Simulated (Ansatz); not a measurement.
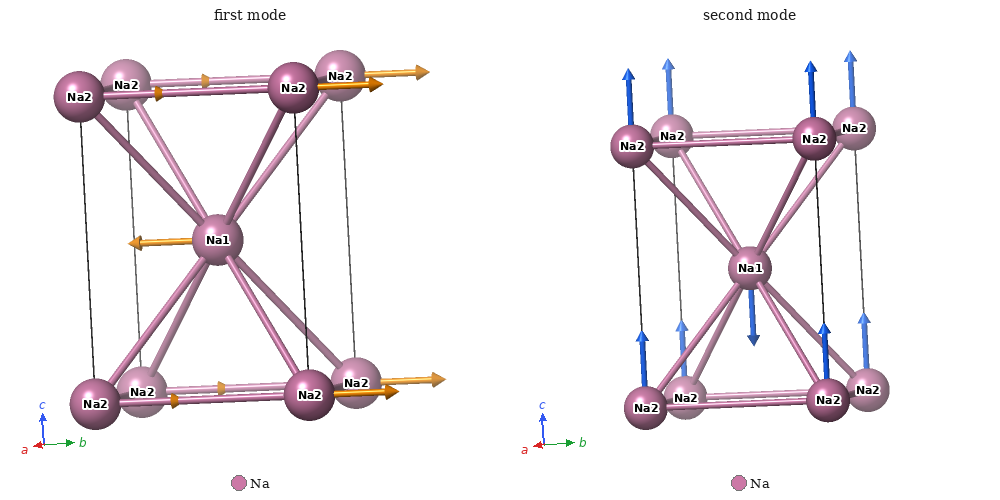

The system is Na (I4/mmm, No. 139; 2 atoms in the cell); the picture shows the reference structure; its two panels give the patterns of the first and the second mode as arrows. The energy is mapped over two normal modes frozen in (zone-centre modes of the 2-atom cell of this scan, which folds in the wave vector (1/2, 1/2, 1/2) of the primitive cell). Coordinates scanned: (1) amplitude of mode 4 (100 cm⁻¹), largest displacement; (2) amplitude of mode 6 (139 cm⁻¹), largest displacement. Nothing is relaxed (the cell and all other modes fixed). The grid has 7 × 7 points; 16 points were computed and 33 follow by symmetry. Points are written as (first, second). All energies are given in meV per cell relative to the lowest grid point. Theory: DFT LDA, scalar-relativistic, plane waves, PAW (Ansatz). Settings: cutoff 520 eV, k-mesh 12×12×10 in the order of the run's cell vectors, gaussian smearing 0.15 eV, no spin polarisation.

Its coordinates:

```yaml
crystal:
  lattice:
    - [0.00000, -3.62051, 0.00000]
    - [-3.62051, 0.00000, 0.00000]
    - [0.00000, 0.00000, -5.08416]
  atoms:
    - { symbol: Na, position: [0.50000, 0.50000, 0.50000] }
    - { symbol: Na, position: [0.00000, 0.00000, 0.00000] }
```

Range: amplitude of mode 4 (100 cm⁻¹), largest displacement from −0.593 to 0.593 Å; amplitude of mode 6 (139 cm⁻¹), largest displacement from −0.304 to 0.304 Å.

Question: Predict the map.

Answer: The lowest grid point is at (0.000 Å, 0.000 Å). No other kind of well shows on this grid. The highest grid point, (−0.593 Å, −0.304 Å), lies 484 meV above the lowest.

```tsv
second ↓, first →	−0.593	−0.395	−0.198	0.000	0.198	0.395	0.593
0.304	484	333	204	154	204	333	484
0.203	331	210	108	68	108	210	331
0.101	241	138	51	17	51	138	241
0.000	211	115	32	0	32	115	211
−0.101	241	138	51	17	51	138	241
−0.203	331	210	108	68	108	210	331
−0.304	484	333	204	154	204	333	484
```

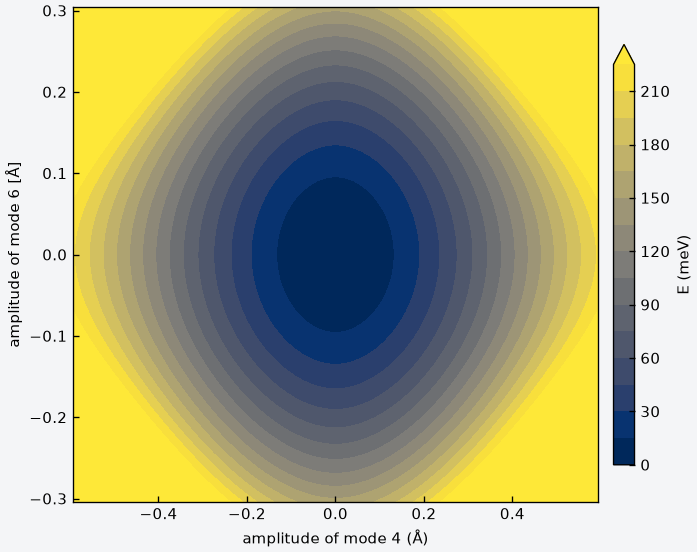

In the figure: filled contours, one colour for all values above the top of the scale. Between grid points the surface is interpolated.

Time for the 16 points that were run: 10 min on 1 thread of Arm Neoverse N1, on a shared host.
